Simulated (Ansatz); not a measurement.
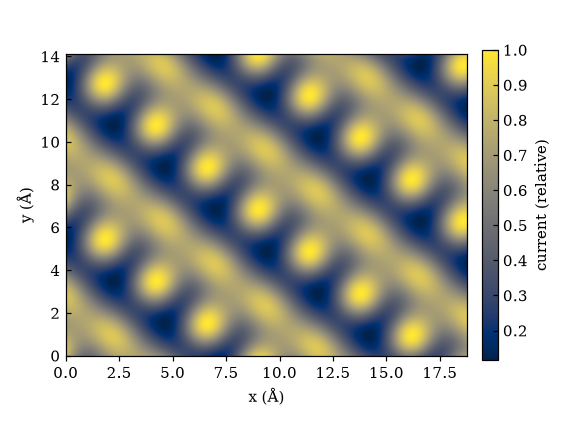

Simulated STM image (constant-height image 3.5 Å above the topmost atom, sample bias +1.50 V).

Images follow the Tersoff–Hamann model: the current is the local density of the sample's states between the Fermi level and the bias, at the tip's centre. Bias windows are sharp sums over the levels of the k mesh.

Q: Give the periodicity of the image.

A: The pattern repeats on a centred rectangular lattice with shortest vectors of 3.1 Å and 5.9 Å at 75° (or 105°), a cell of 17.6 Å², with 2 maxima above 60 % of the range in each cell.

The surface:

AlN(101) (P6_3mc bulk, 5 atomic planes (those closer than 0.6 Å count as one), 11 Å, AlN-terminated). The brightest spots lie over the top N atoms, with weaker maxima over the N atoms 0.6 Å below the top plane; the darkest points are over the sites above the N atoms 2.4 Å below the top plane.

All numbers here come from DFT PBE, scalar-relativistic, plane waves, PAW in Ansatz. Cutoff 420 eV, 20 × 11 k-points, Gaussian smearing 0.05 eV, dipole correction. The slab is a cut without reconstruction beyond its cell, at the source's lattice constants, with its lower half held fixed and the rest relaxed. No spin polarisation. The run couldn't confirm all of its levels under its output density. The run warns that the functional's potential is rough in the thin density of the vacuum, where the tip is; weak contrasts and barriers may feel it.
